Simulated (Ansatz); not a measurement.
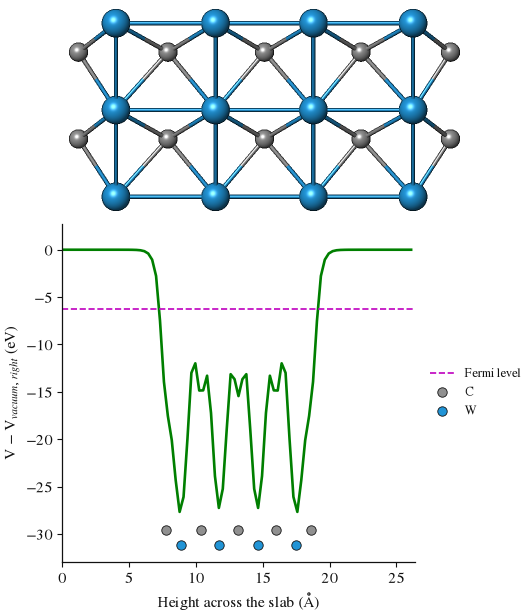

Plane-averaged electrostatic potential energy of an electron across the slab; circles at the bottom mark the heights of the atoms (positions after relaxation). The structure is drawn too.

System: a (001) slab cut from WC (P-6m2), of composition W₄C₅ (not the bulk's), ended by C planes, 9 atoms in the cell. Starting structure of the relaxation:

```
C W
1.0
     2.92177    0.00000    0.00000
    -1.46089    2.53033    0.00000
     0.00000    0.00000   26.38831
C W
5 4
Direct
  0.66667 0.33333 0.28422
  0.66667 0.33333 0.39211
  0.66667 0.33333 0.50000
  0.66667 0.33333 0.60789
  0.66667 0.33333 0.71578
  0.00000 0.00000 0.33816
  0.00000 0.00000 0.44605
  0.00000 0.00000 0.55395
  0.00000 0.00000 0.66184
```

Level of theory: DFT PBE, scalar-relativistic, plane waves, PAW, no spin polarisation, 12×12×1 k mesh, 420 eV cutoff; code Ansatz 0.2.0.

Read off the work function of each face.

The work function is 6.27 eV, the same on both faces. The two vacuum levels agree, so the slab has no net dipole along its normal.

How thick are slab and vacuum?

The outermost atoms are 10.8 Å apart, which leaves 15.5 Å of vacuum in a cell 26.4 Å high.

Spin-orbit coupling is left out, which matters for W.
